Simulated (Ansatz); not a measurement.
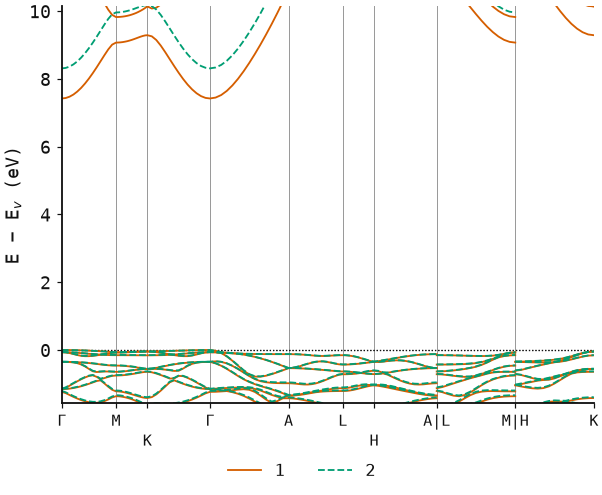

Band structures of LiF, space group P3_121 (No. 152), 6 atoms in the cell, by two methods on the same cell. Each is counted from its own valence-band top.

Question: Which curve is which? The methods: r2SCAN, PBEsol.

Answer: 1 is PBEsol; 2 is r2SCAN. PBEsol gives a gap of 7.42 eV along the path and r2SCAN gives a gap of 8.31 eV along the path.

Settings. PBEsol: DFT PBEsol, scalar-relativistic, plane waves, PAW, no spin polarisation, 6×6×8 k mesh, 420 eV cutoff, Gaussian smearing of 0.02 eV (Ansatz 0.2.0). r2SCAN: DFT r2SCAN, scalar-relativistic, plane waves, PAW, no spin polarisation, 6×6×8 k mesh, 500 eV cutoff (Ansatz).

The structure is an invented one, so it need not be a known or stable phase.
